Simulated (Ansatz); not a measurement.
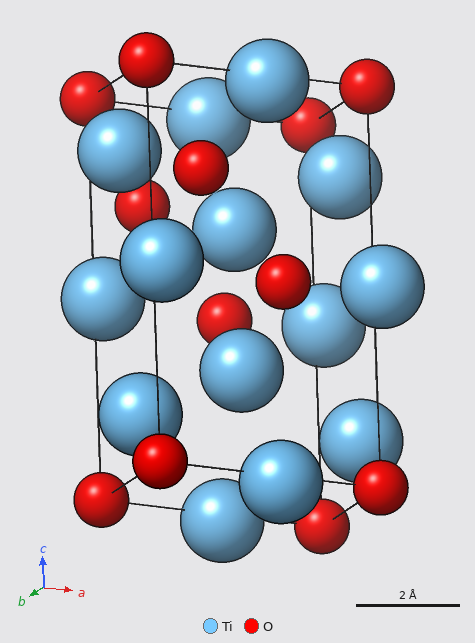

A spheres-only rendering, viewed from a general direction. The frame is the unit cell; atoms at its boundary are shown with their periodic copies.

Ti2O, a = 4.70 Å, b = 2.93 Å, c = 8.15 Å, α = 90.00°, β = 92.05°, γ = 90.00°.

Level of theory and settings: DFT r2SCAN, scalar-relativistic, plane waves, PAW in Ansatz, a cutoff energy of 500 eV, an 8×14×6 k-point grid, Gaussian smearing of 0.15 eV, no spin polarisation.

Question: How large a gap does the method give, if there is one?

Answer: A metal: bands cross the Fermi level.

Question: Under what pressure is the structure?

Answer: The computed pressure is 2.8 GPa (compressed: it would expand). The stress isn't hydrostatic: its largest component is 4.3 GPa.

The structure comes from a structure listed in the Materials Project. The cell was then strained or its atoms displaced on purpose. Ansatz was used for an electronic-structure calculation on it.

At this level of theory the run's own cell isn't at rest (forces up to 3.3 eV/Å), so its distances can differ from those at equilibrium, the more so the softer the solid.
